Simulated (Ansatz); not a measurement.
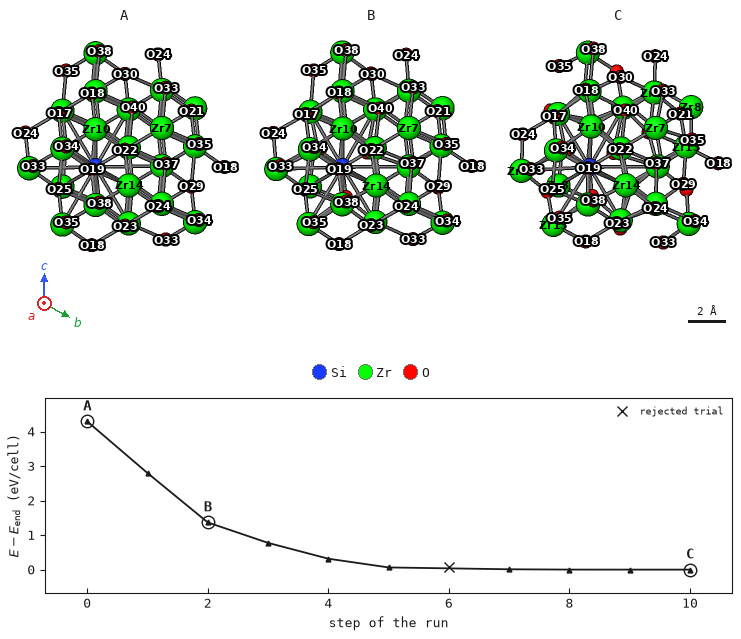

Frames of a relaxation of a defect cell of composition Zr15SiO32, marked on the history of the run. A ball-and-stick model of the atoms within 5.8 Å of the atom that moves most (axes of the cell of the calculation), seen along the a axis.

Case: Si on a Zr site (a), charge +0, atoms relaxed at the host's cell.

All numbers below come from DFT PBE, scalar-relativistic, plane waves, PAW (Ansatz 0.2.0). (plane-wave cutoff 420 eV; k-point mesh 2 × 2 × 2; occupations gaussian; smearing width 0.01 eV; mesh shifted by (0.5, 0.5, 0.5); no spin polarisation; atoms relaxed in a fixed cell; force threshold 0.025 eV/Å; at most 45 steps)

Q: What happens along the run?

A: The energy falls by 4.292 eV per cell of the calculation in 9 accepted moves (10 points after the start). Largest force component: 2.7 eV/Å at the start, 0.0012 eV/Å at the end. The line search rejected the trial step at point 6 of the run. The largest moves, 0.40 Å, are those of O atoms. By element the largest moves are O 0.40 Å, Zr 0.20 Å. Si stays in place. The cell stays as it was. Among the contacts that change: O–Zr 2.431 → 2.852 Å, O–Si 2.077 → 1.677 Å, O–Si 2.431 → 2.800 Å, O–Zr 2.431 → 2.145 Å. Bond angles that change, for instance: Zr–O–Zr 121.3° → 134.3°, Zr–O–Zr 109.1° → 119.9°, Zr–O–Zr 109.1° → 99.1°. From step 0 to 2: O atoms move most (0.34 Å), energy −2.925 eV per cell of the calculation. From step 2 to 10: O atoms move most (0.34 Å), energy −1.367 eV per cell of the calculation.
